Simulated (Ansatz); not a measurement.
Geometry relaxation, with input and output: Al$_{9}$N (part 1 of 2)

The run: geometry relaxation of Al$_{9}$N (slab, 10 atoms in the cell). Method and program: DFT PBEsol, scalar-relativistic, plane waves, PAW, no spin polarisation (Ansatz 0.2.0).

The structure derives from a Materials Project entry. The input holds or restrains some coordinates. Forces given for the steps count only the free coordinates. It belongs to a series of runs on one base structure; here: N over the place (0/4, 2/4) of the surface cell, its height relaxed.

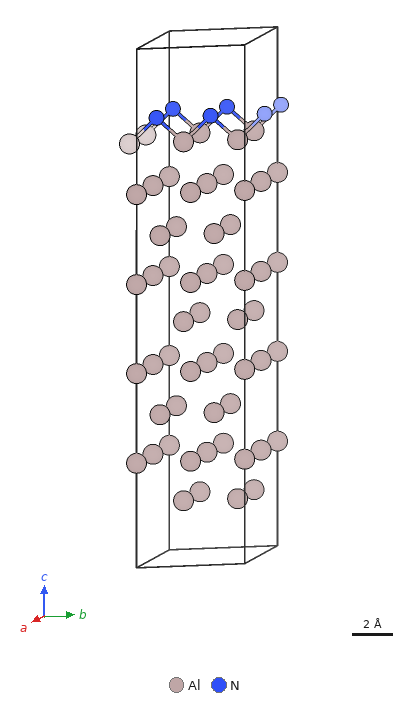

**Figure 1.** The input geometry (ball-and-stick view of the 2 × 2 repeat of the cell, with the vacuum cut short, seen slightly off an axis; neighbours outside the cell are drawn fainter). An atom can appear more than once, as a periodic image.

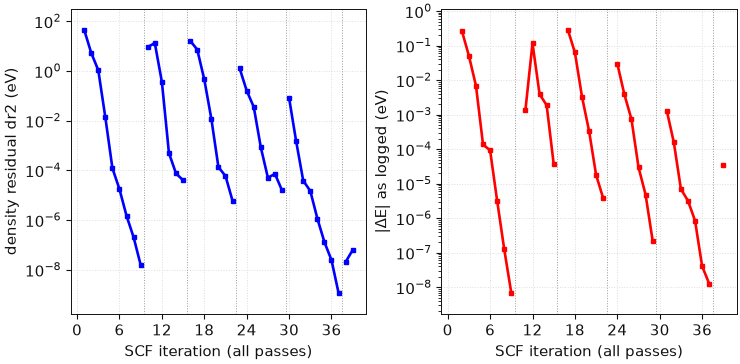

**Figure 2.** Convergence of the self-consistent field: density residual dr2 and size of the energy change against the SCF iteration. The dotted lines part the SCF passes of the relaxation: geometry steps, rejected trials and re-solves on a re-selected basis. The 6 passes take 2 to 9 iterations each, 39 in all.

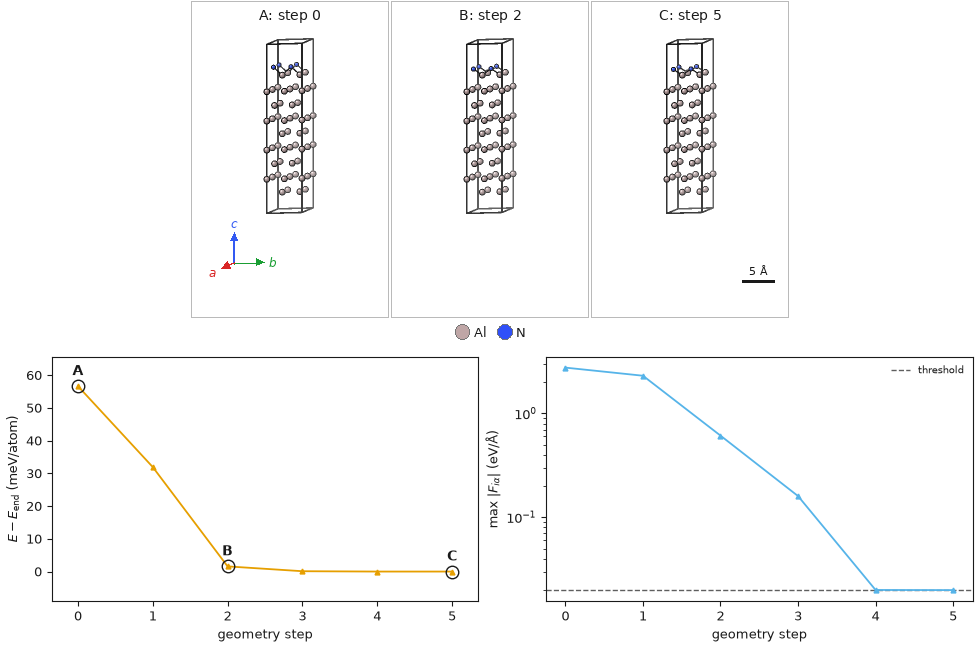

**Figure 3.** Frames of the restrained relaxation (ball-and-stick view of the 2 × 2 repeat of the cell, with the vacuum cut short, seen slightly off an axis) above the curves, on which the letters mark them (the first geometry is step 0 here and step 1 in the log).

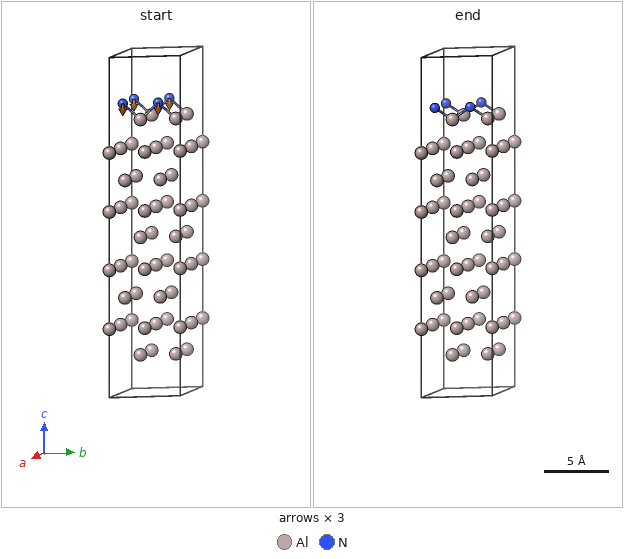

**Figure 4.** Before (left) and after (right) the restrained relaxation, at one scale (ball-and-stick view of the 2 × 2 repeat of the cell, with the vacuum cut short, seen slightly off an axis). The orange arrows give the displacements, magnified 3 times. The energy falls by 56.6 meV per atom in 5 geometry steps. The largest force component goes from 2.8 to 0.02 eV/Å. N10 moves most: 0.34 Å. Al stays in place. The cell doesn't change. Among the contacts that change: Al9–N10 1.924 → 1.710 Å. Among the angles that change: Al9–N10–Al9 95.0° → 112.0°, N10–Al9–N10 95.0° → 112.0°. (Atoms are counted from 1 in the order of the input.)

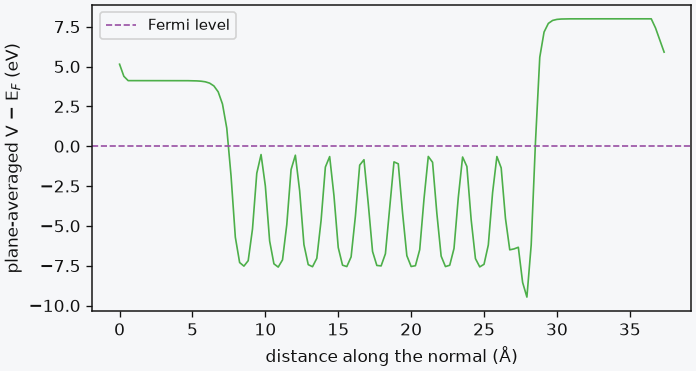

**Figure 5.** Plane average of the electrostatic potential energy of an electron across the cell, from the Fermi level. The vacuum level lies 7.99 eV above the Fermi level on the upper side and 4.11 eV on the lower.

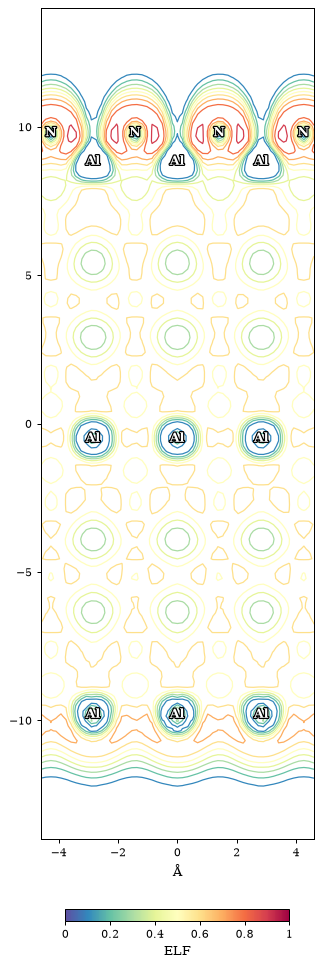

**Figure 6.** ELF on the (100) plane of the calculation cell, a cut from vacuum to vacuum. Atoms in the plane: Al and N. Al–N (1.71 Å): the ELF is about 0.85 at the midpoint. The fields are those of the smooth PAW valence density.

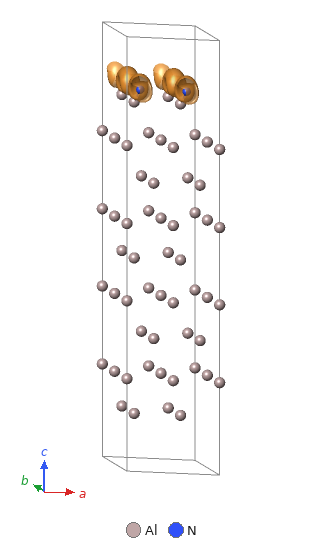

**Figure 7.** Isosurface of the ELF at 0.8 (orange), seen slightly off an axis. Core shells and regions of very low density are left out. Sticks mark near contacts. Values along the shortest contacts: Al–N (1.71 Å): the ELF is about 0.85 at the midpoint.

The input and output of the run follow.

Input:
```yaml
crystal:
  lattice:
    - [2.8362844918, 0.0, 0.0]
    - [-1.4181422459, 2.4562944222, 0.0]
    - [0.0, 0.0, 37.6442989108]
  atoms:
    - { symbol: Al, position: [0.3333333333, 0.6666666667, 0.2257978033] }
    - { symbol: Al, position: [0.0, 0.0, 0.2877072406] }
    - { symbol: Al, position: [0.6666666667, 0.3333333333, 0.3496166779] }
    - { symbol: Al, position: [0.0, 0.0, 0.4115261153] }
    - { symbol: Al, position: [0.3333333333, 0.6666666667, 0.4729161237] }
    - { symbol: Al, position: [0.0, 0.0, 0.5342805556] }
    - { symbol: Al, position: [0.6666666667, 0.3333333333, 0.5966221375] }
    - { symbol: Al, position: [0.0, 0.0, 0.6583877038] }
    - { symbol: Al, position: [0.3333333333, 0.6666666667, 0.7209215701] }
    - { symbol: "N", position: [0.3333333333, 1.1666666667, 0.7554553517] }
basis:
  ecutwfc: 420
kpoints:
  mp_grid: { grid: [12, 12, 1] }
hamiltonian:
  xc: pbesol
scf:
  occupations: { method: gaussian, width: 0.1 }
output:
  forces: true
  eigenvalues: true
  write_density: true
  write_potential: true
  elf: true
  volumetric_format: npy
relax:
  adjacent_minimum: "off"
  f_tol: 0.02
  max_steps: 25
  constraints: [{ sites: [0, 1, 2, 3, 4, 5, 6, 7, 8] }, { site: 9, fix: xy }]
efield:
  axis: 3
  dipole_correction: true
  ramp_width: 0.04
```

Run as:
```bash
ansatz run input.yaml --threads 1 --pin off --max-ram 2560MiB --backend cpu --events-out ev --progress --plain --runs-dir out
```

Output:
```
Engine: ansatz 0.2.0, x86_64-unknown-linux-gnu
Pseudopotentials: kind: paw
Pseudopotential: Al, paw, valence charge 3, recommended cutoff 420 eV (normal), Al.paw.azcp
Pseudopotential: N, paw, valence charge 5, recommended cutoff 420 eV (normal), N.paw.azcp
Functional definition: PBEsol
  exchange = pbesol_x
  correlation = pbesol_c
Crystal: 10 atoms, lattice volume = 262.258 Å³
Basis set: ecut = 420 eV, 5189 PW (Γ), exchange–correlation on 40×40×512 points (8 copies of the dense FFT grid, shifted against one another)
Bands: 26, of which v1, the nominal top of the filled ones, is band 16 counted from 1 (15 counted from 0)
Symmetry: 2 space group operations
Space group: Cm (ITA 8), of the structure as read, at distance tolerance 6.4e-5 Å
k-points: 43 of 144 (time reversal used)
Non-local potential: Al, projectors of the file, l = 0: 2, l = 1: 2, l = 2: 1
Non-local potential: N, projectors of the file, l = 0: 2, l = 1: 2, l = 2: 1
PAW form: soft (Blöchl's): semilocal exchange-correlation on the pseudo side does not see the compensation charge
PAW frozen core: Al, regenerated for the run's functional, and the local potential with it (the file was generated under x = pbe(κ = 0.804, μ = 0.2195149727645171), c = pbe(β = 0.06672455060314922))
PAW frozen core: N, regenerated for the run's functional, and the local potential with it (the file was generated under x = pbe(κ = 0.804, μ = 0.2195149727645171), c = pbe(β = 0.06672455060314922))
PAW one-centre angular grid: Al, 110 points (default); XC on 64 Gauss nodes
PAW one-centre angular grid: N, 110 points (default); XC on 64 Gauss nodes
Initial density: superposition of atomic densities (neutral atoms: chi_scale 0, normalization atom), corrected by the library's trained network
Initial wavefunctions: pseudopotential atomic-orbital guess
Functional: x = pbesol(κ = 0.804, μ = 0.12345679012345678), c = pbesol(β = 0.046)
SCF iter   1: F=—  HF=-5097.161865 eV  |F-HF|=—  |Δ(HF+E_count)|=         —  Δρ=2.54e-2  dr2=4.55e1  ethr=1.77e-3  p=-0.180 e·Å  D=-1.24e-1 V/Å  ΔV_dip=4.67 eV  dr2_dipole=3.43e1  V_vac-E_F(+/−)=8.54/3.87 eV  ⟨swp⟩=10.7  Hψ=8606  notcnv=0  defer=5
efield: sawtooth ramp at fractional position 0.9706 (placed from the atoms, in the widest stretch of the axis that holds none; the zero of the levels goes with the place), width 0.0400; the density the first Hamiltonian is built on has a dipole p = -0.180 e·Å; the dipole correction subtracts the counter field D = -1.24e-1 V/Å, which shifts the + side's vacuum level by +4.67 eV against the − side's; the planar-averaged density in the ramp window peaks in size at 2.7e-5 e/Å³
preconditioner: auto → LDOS  [metal: Δε(μ)=0.027 eV  Ē_g=7.301 eV  σ=0.100 eV  W_gap=0.15  n_scr=22 (ndim 8)  ℏωp=13.0 eV  f_vac=0.369  D(μ)=4.57/eV (n_scr^D=20)  β→1.0]
SCF iter   2: F=—  HF=-5096.888999 eV  |F-HF|=—  |Δ(HF+E_count)|=   2.73e-1  Δρ=1.24e-2  dr2=5.34e0  ethr=1.77e-3  p=-0.150 e·Å  D=-1.03e-1 V/Å  ΔV_dip=3.89 eV  dr2_dipole=4.30e0  V_vac-E_F(+/−)=8.06/4.17 eV  ⟨swp⟩=2.0  Hψ=1604  notcnv=0  defer=107
SCF iter   3: F=—  HF=-5096.838255 eV  |F-HF|=—  |Δ(HF+E_count)|=   5.07e-2  Δρ=5.07e-3  dr2=1.07e0  ethr=1.77e-3  p=-0.151 e·Å  D=-1.04e-1 V/Å  ΔV_dip=3.93 eV  dr2_dipole=8.69e-1  V_vac-E_F(+/−)=8.05/4.12 eV  ⟨swp⟩=1.2  Hψ=1152  notcnv=0  defer=93
SCF iter   4: F=—  HF=-5096.831335 eV  |F-HF|=—  |Δ(HF+E_count)|=   6.92e-3  Δρ=6.48e-4  dr2=1.34e-2  ethr=1.77e-3  p=-0.155 e·Å  D=-1.07e-1 V/Å  ΔV_dip=4.02 eV  dr2_dipole=9.57e-3  V_vac-E_F(+/−)=8.11/4.09 eV  ⟨swp⟩=1.1  Hψ=1124  notcnv=0  defer=84
SCF iter   5: F=—  HF=-5096.831472 eV  |F-HF|=—  |Δ(HF+E_count)|=   1.37e-4  Δρ=1.57e-4  dr2=1.22e-4  ethr=4.18e-5  p=-0.155 e·Å  D=-1.07e-1 V/Å  ΔV_dip=4.02 eV  dr2_dipole=1.09e-5  V_vac-E_F(+/−)=8.11/4.10 eV  ⟨swp⟩=1.5  Hψ=1268  notcnv=0  defer=105
SCF iter   6: F=—  HF=-5096.831564 eV  |F-HF|=—  |Δ(HF+E_count)|=   9.24e-5  Δρ=5.49e-5  dr2=1.73e-5  ethr=3.82e-7  p=-0.155 e·Å  D=-1.07e-1 V/Å  ΔV_dip=4.02 eV  dr2_dipole=7.36e-6  V_vac-E_F(+/−)=8.11/4.10 eV  ⟨swp⟩=2.5  Hψ=1924  notcnv=0  defer=105
iter 7 did not close the SCF: its close was put off until two iterations running show no level that it waits for move by more than its bar (scf_convergence_deferred on its scf_iter line)
SCF iter   7: F=-5096.831566 eV  HF=-5096.831567 eV  |F-HF|=1.52e-6  |Δ(HF+E_count)|=   3.17e-6  Δρ=1.20e-5  dr2=1.47e-6  ethr=3.12e-8  p=-0.155 e·Å  D=-1.07e-1 V/Å  ΔV_dip=4.01 eV  dr2_dipole=4.80e-7  V_vac-E_F(+/−)=8.11/4.10 eV  ⟨swp⟩=24.5  Hψ=12881  notcnv=0
iter 8 did not close the SCF: its close was put off until two iterations running show no level that it waits for move by more than its bar (scf_convergence_deferred on its scf_iter line)
SCF iter   8: F=-5096.831567 eV  HF=-5096.831567 eV  |F-HF|=1.89e-7  |Δ(HF+E_count)|=   1.26e-7  Δρ=5.09e-6  dr2=2.02e-7  ethr=4.58e-9  p=-0.155 e·Å  D=-1.07e-1 V/Å  ΔV_dip=4.01 eV  dr2_dipole=5.11e-8  V_vac-E_F(+/−)=8.11/4.10 eV  ⟨swp⟩=12.1  Hψ=8811  notcnv=0
SCF iter   9: F=-5096.831567 eV  HF=-5096.831567 eV  |F-HF|=7.17e-9  |Δ(HF+E_count)|=   6.84e-9  Δρ=1.31e-6  dr2=1.54e-8  ethr=6.32e-10  p=-0.155 e·Å  D=-1.07e-1 V/Å  ΔV_dip=4.01 eV  dr2_dipole=5.51e-9  V_vac-E_F(+/−)=8.11/4.10 eV  ⟨swp⟩=10.2  Hψ=8153  notcnv=0
SCF 1 converged in 9 iterations: F = -5096.831567 eV  dr2 = 1.54e-8
  greatest PAW one-centre occupation: 0.838 electrons in one spin orbital (limit 2), on the N atom at site 9 (counted from 0), in its partial waves of l = 0
relax step   1: F+E_penalty+E_count = -5096.83156736 eV  Δ(F+E_penalty+E_count) = +0.000e0 eV  max|allowed force component| = 2.765e0 eV/Å  Δτ_max = 0.0000 Å  (9 SCF iters, dr2 threshold 1.00e-5 eV, accepted)
Initial density: handed on by an earlier stage of this run
Initial wavefunctions: those handed on with the density
SCF iter   1: F=—  HF=-5097.200632 eV  |F-HF|=—  |Δ(HF+E_count)|=         —  Δρ=1.64e-2  dr2=9.25e0  ethr=3.10e-3  p=-0.155 e·Å  D=-1.07e-1 V/Å  ΔV_dip=4.01 eV  dr2_dipole=6.91e0  V_vac-E_F(+/−)=8.23/4.22 eV  ⟨swp⟩=2.4  Hψ=2869  notcnv=0  defer=147
efield: sawtooth ramp at fractional position 0.9706 (handed on by an earlier solve), width 0.0400; the density the first Hamiltonian is built on has a dipole p = -0.155 e·Å; the dipole correction subtracts the counter field D = -1.07e-1 V/Å, which shifts the + side's vacuum level by +4.01 eV against the − side's; the planar-averaged density in the ramp window peaks in size at 1.7e-7 e/Å³
preconditioner: auto → LDOS  [metal: Δε(μ)=0.028 eV  Ē_g=7.456 eV  σ=0.100 eV  W_gap=0.15  n_scr=22 (ndim 8)  ℏωp=13.0 eV  f_vac=0.370  D(μ)=2.79/eV (n_scr^D=16)  β→1.0]
SCF iter   2: F=—  HF=-5097.201997 eV  |F-HF|=—  |Δ(HF+E_count)|=   1.37e-3  Δρ=1.70e-2  dr2=1.32e1  ethr=3.10e-3  p=-0.169 e·Å  D=-1.17e-1 V/Å  ΔV_dip=4.39 eV  dr2_dipole=1.07e1  V_vac-E_F(+/−)=8.32/3.93 eV  ⟨swp⟩=2.0  Hψ=1671  notcnv=0  defer=152
SCF iter   3: F=—  HF=-5097.084670 eV  |F-HF|=—  |Δ(HF+E_count)|=   1.17e-1  Δρ=2.67e-3  dr2=3.60e-1  ethr=3.10e-3  p=-0.161 e·Å  D=-1.11e-1 V/Å  ΔV_dip=4.17 eV  dr2_dipole=3.13e-1  V_vac-E_F(+/−)=8.22/4.05 eV  ⟨swp⟩=1.2  Hψ=1211  notcnv=0  defer=151
SCF iter   4: F=—  HF=-5097.080735 eV  |F-HF|=—  |Δ(HF+E_count)|=   3.94e-3  Δρ=2.76e-4  dr2=4.93e-4  ethr=1.12e-3  p=-0.155 e·Å  D=-1.07e-1 V/Å  ΔV_dip=4.03 eV  dr2_dipole=3.37e-6  V_vac-E_F(+/−)=8.11/4.08 eV  ⟨swp⟩=1.9  Hψ=1490  notcnv=0  defer=155
SCF iter   5: F=—  HF=-5097.078855 eV  |F-HF|=—  |Δ(HF+E_count)|=   1.88e-3  Δρ=1.30e-4  dr2=7.47e-5  ethr=1.54e-6  p=-0.156 e·Å  D=-1.08e-1 V/Å  ΔV_dip=4.05 eV  dr2_dipole=2.12e-6  V_vac-E_F(+/−)=8.13/4.08 eV  ⟨swp⟩=3.0  Hψ=2182  notcnv=0  defer=155
SCF iter   6: F=-5097.078821 eV  HF=-5097.078892 eV  |F-HF|=7.12e-5  |Δ(HF+E_count)|=   3.71e-5  Δρ=5.33e-5  dr2=3.98e-5  ethr=2.33e-7  p=-0.156 e·Å  D=-1.07e-1 V/Å  ΔV_dip=4.04 eV  dr2_dipole=3.60e-5  V_vac-E_F(+/−)=8.12/4.08 eV  ⟨swp⟩=25.0  Hψ=14073  notcnv=0
SCF 2 converged in 6 iterations: F = -5097.078821 eV  dr2 = 3.98e-5
  Residual-converged pass: ⟨swp⟩=1.1  Hψ=1294  notcnv=0  max |occ|·‖R‖ = 7.0e-9 eV (tolerance 1.0e-8 eV)  dr2=3.98e-5  dr2_onsite=1.09e-7  max |Δocc| = 3.1e-10
  greatest PAW one-centre occupation: 0.836 electrons in one spin orbital (limit 2), on the N atom at site 9 (counted from 0), in its partial waves of l = 0
relax step   2: F+E_penalty+E_count = -5097.07882100 eV  Δ(F+E_penalty+E_count) = -2.473e-1 eV  max|allowed force component| = 2.310e0 eV/Å  Δτ_max = 0.0969 Å  (6 SCF iters, dr2 threshold 1.00e-4 eV, accepted)
SCF iter   1: F=—  HF=-5097.738151 eV  |F-HF|=—  |Δ(HF+E_count)|=         —  Δρ=2.41e-2  dr2=1.64e1  ethr=3.10e-3  p=-0.156 e·Å  D=-1.07e-1 V/Å  ΔV_dip=4.04 eV  dr2_dipole=1.16e1  V_vac-E_F(+/−)=8.34/4.30 eV  ⟨swp⟩=3.6  Hψ=3712  notcnv=0  defer=80
efield: sawtooth ramp at fractional position 0.9706 (handed on by an earlier solve), width 0.0400; the density the first Hamiltonian is built on has a dipole p = -0.156 e·Å; the dipole correction subtracts the counter field D = -1.07e-1 V/Å, which shifts the + side's vacuum level by +4.04 eV against the − side's; the planar-averaged density in the ramp window peaks in size at 4.0e-7 e/Å³
preconditioner: auto → LDOS  [metal: Δε(μ)=0.020 eV  Ē_g=7.617 eV  σ=0.100 eV  W_gap=0.11  n_scr=22 (ndim 8)  ℏωp=13.0 eV  f_vac=0.375  D(μ)=3.02/eV (n_scr^D=16)  β→1.0]
SCF iter   2: F=—  HF=-5097.449349 eV  |F-HF|=—  |Δ(HF+E_count)|=   2.89e-1  Δρ=1.48e-2  dr2=7.29e0  ethr=3.10e-3  p=-0.159 e·Å  D=-1.10e-1 V/Å  ΔV_dip=4.14 eV  dr2_dipole=5.55e0  V_vac-E_F(+/−)=8.13/3.99 eV  ⟨swp⟩=2.1  Hψ=2393  notcnv=0  defer=148
SCF iter   3: F=—  HF=-5097.385924 eV  |F-HF|=—  |Δ(HF+E_count)|=   6.34e-2  Δρ=3.11e-3  dr2=4.55e-1  ethr=3.10e-3  p=-0.150 e·Å  D=-1.04e-1 V/Å  ΔV_dip=3.90 eV  dr2_dipole=3.40e-1  V_vac-E_F(+/−)=8.03/4.13 eV  ⟨swp⟩=1.5  Hψ=1423  notcnv=0  defer=125
SCF iter   4: F=—  HF=-5097.382579 eV  |F-HF|=—  |Δ(HF+E_count)|=   3.34e-3  Δρ=1.00e-3  dr2=1.18e-2  ethr=1.42e-3  p=-0.153 e·Å  D=-1.05e-1 V/Å  ΔV_dip=3.96 eV  dr2_dipole=7.61e-3  V_vac-E_F(+/−)=8.06/4.10 eV  ⟨swp⟩=1.2  Hψ=1148  notcnv=0  defer=141
SCF iter   5: F=—  HF=-5097.382239 eV  |F-HF|=—  |Δ(HF+E_count)|=   3.40e-4  Δρ=2.88e-4  dr2=1.34e-4  ethr=3.67e-5  p=-0.152 e·Å  D=-1.05e-1 V/Å  ΔV_dip=3.95 eV  dr2_dipole=1.19e-5  V_vac-E_F(+/−)=8.05/4.09 eV  ⟨swp⟩=1.7  Hψ=1154  notcnv=0  defer=143
SCF iter   6: F=—  HF=-5097.382257 eV  |F-HF|=—  |Δ(HF+E_count)|=   1.79e-5  Δρ=1.02e-4  dr2=5.93e-5  ethr=3.13e-7  p=-0.151 e·Å  D=-1.04e-1 V/Å  ΔV_dip=3.93 eV  dr2_dipole=3.18e-6  V_vac-E_F(+/−)=8.03/4.09 eV  ⟨swp⟩=24.2  Hψ=14441  notcnv=0
SCF iter   7: F=-5097.382249 eV  HF=-5097.382253 eV  |F-HF|=4.33e-6  |Δ(HF+E_count)|=   3.81e-6  Δρ=4.47e-5  dr2=5.90e-6  ethr=1.85e-7  p=-0.151 e·Å  D=-1.05e-1 V/Å  ΔV_dip=3.93 eV  dr2_dipole=4.67e-7  V_vac-E_F(+/−)=8.03/4.10 eV  ⟨swp⟩=17.8  Hψ=12189  notcnv=0
SCF 3 converged in 7 iterations: F = -5097.382249 eV  dr2 = 5.90e-6
  Residual-converged pass: ⟨swp⟩=1.1  Hψ=1293  notcnv=0  max |occ|·‖R‖ = 7.1e-9 eV (tolerance 1.0e-8 eV)  dr2=5.90e-6  dr2_onsite=1.24e-7  max |Δocc| = 5.0e-10
  greatest PAW one-centre occupation: 0.834 electrons in one spin orbital (limit 2), on the N atom at site 9 (counted from 0), in its partial waves of l = 0
relax step   3: F+E_penalty+E_count = -5097.38224867 eV  Δ(F+E_penalty+E_count) = -3.034e-1 eV  max|allowed force component| = 6.118e-1 eV/Å  Δτ_max = 0.1950 Å  (7 SCF iters, dr2 threshold 1.00e-4 eV, accepted)
```
